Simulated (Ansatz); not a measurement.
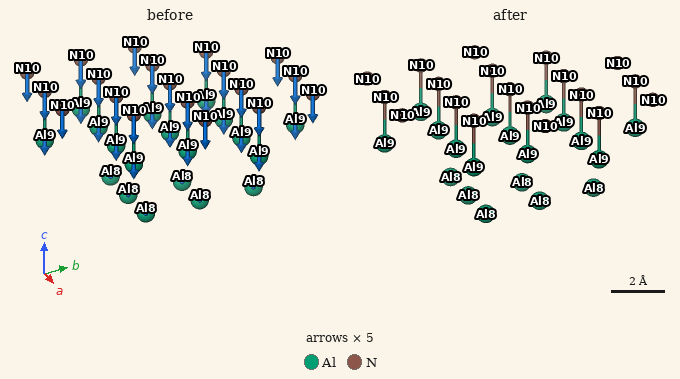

The structure of a slab of composition Al$_{9}$N (cut from the P6_3/mmc phase) before (left) and after (right) a constrained relaxation, at one scale. The blue arrows give the displacements, 5 times their true length.

The picture is a ball-and-stick view of the atoms within 5.8 Å of the atom that moves most (axes of the 3 × 2 repeat of the cell, outlined in the plane, without the vacuum), seen slightly off an axis.

Case: N put at a top Al site. The slab is the (0 0 1) face of Al with N on it. 4 atoms are held fixed.

Level of theory: DFT PBEsol, scalar-relativistic, plane waves, PAW (Ansatz).

Input
```yaml
crystal:
  lattice:
    - [2.8362844918, 0.0, 0.0]
    - [-1.4181422459, 2.4562944222, 0.0]
    - [0.0, 0.0, 37.6442989108]
  atoms:
    - { symbol: Al, position: [0.3333333333, 0.6666666667, 0.2257978033] }
    - { symbol: Al, position: [0.0, 0.0, 0.2877072406] }
    - { symbol: Al, position: [0.6666666667, 0.3333333333, 0.3496166779] }
    - { symbol: Al, position: [0.0, 0.0, 0.4115261153] }
    - { symbol: Al, position: [0.3333333333, 0.6666666667, 0.4729161237] }
    - { symbol: Al, position: [0.0, 0.0, 0.5342805556] }
    - { symbol: Al, position: [0.6666666667, 0.3333333333, 0.5966221375] }
    - { symbol: Al, position: [0.0, 0.0, 0.6583877038] }
    - { symbol: Al, position: [0.3333333333, 0.6666666667, 0.7209215701] }
    - { symbol: "N", position: [0.3333333333, 0.6666666667, 0.7724565981] }
basis:
  ecutwfc: 420
kpoints:
  mp_grid: { grid: [12, 12, 1] }
hamiltonian:
  xc: pbesol
scf:
  occupations: { method: gaussian, width: 0.1 }
output:
  forces: true
  eigenvalues: true
  write_density: true
  write_potential: true
  elf: true
  volumetric_format: npy
relax:
  adjacent_minimum: "off"
  f_tol: 0.03
  max_steps: 70
  constraints: [{ sites: [0, 1, 2, 3] }]
efield:
  axis: 3
  dipole_correction: true
  ramp_width: 0.04
```

Run as
```bash
ansatz run input.yaml --threads 1 --pin off --max-ram 2560MiB --backend cpu --events-out ev --progress --plain --runs-dir out
```

> What changed between the two?

N10 moves most: 0.24 Å along the normal (−c). By element the largest moves are N 0.24 Å, Al 0.12 Å. The cell stays as it was. Some distances before and after: Al9–N10 1.940 → 1.828 Å. Over 3 accepted moves (4 points after the start) the energy falls by 0.101 eV per cell of the calculation. The largest force component goes from 1.4 to 0.007 eV/Å. 1 step only repeated the SCF at the same geometry.

Limits of the set-up: the periodic images lie only 2.8 Å apart, so the values are limited by the cell's size.
